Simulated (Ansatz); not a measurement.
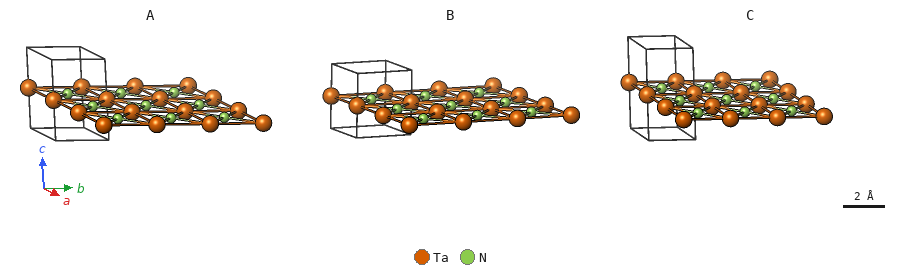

3 geometries from one relaxation of solid TaN (a generated structure, set up in C2/m) (coarse preliminary run), in shuffled order. The picture is a ball-and-stick view of the cell of the calculation, repeated 3 × 3 × 1 with one cell outlined, seen slightly off an axis.

Computed with DFT PBE, scalar-relativistic, plane waves, PAW (Ansatz). Set-up: plane-wave cutoff 420 eV; k-point mesh 6 × 6 × 4; occupations gaussian; smearing width 0.1 eV; no spin polarisation; cell and atoms relaxed; force threshold 0.04 eV/Å; at most 70 steps.

Question: Put them in the order of the run, from the start to the converged end.

Answer: C, A, B. They are steps 0, 5, 13, at +2741 meV per atom, +283 meV per atom relative to the last. The energy falls by 2741 meV per atom in 11 accepted moves (13 points after the start). All forces vanish by symmetry, so only the cell relaxes. Pressure: 95.40 GPa at the start and 0.10 GPa at the end. The SCF was repeated twice at an unchanged geometry on a basis and grid sized afresh for the cell, which shifted the energy by 27.0 meV per atom at most. The atoms keep their places relative to the cell (all moves are under 0.005 Å). The volume changes by −14.8 %, with a = b 2.738 → 2.954 Å (+7.9 %), c 4.558 → 3.218 Å (−29.4 %), α 95.1° → 90.0°, β 95.1° → 90.0°, γ 103.0° → 90.0°. Near-neighbour distances that change, for instance: Ta–Ta 4.558 → 3.218 Å, N–Ta 1.705 → 2.088 Å, Ta–Ta 2.738 → 2.954 Å, N–Ta 2.143 → 2.090 Å. The space group (tolerance 0.01 Å) goes from C2/m (No. 12) to P4/mmm (No. 123). Cost: 24 s on 1 thread of Arm Neoverse V1, with other jobs on the host, peak memory 0.3 GiB.

Limits of the set-up: the k-point mesh is coarse for a cell with partly filled bands; layers or molecules are held without a dispersion correction, so their spacing is unreliable.
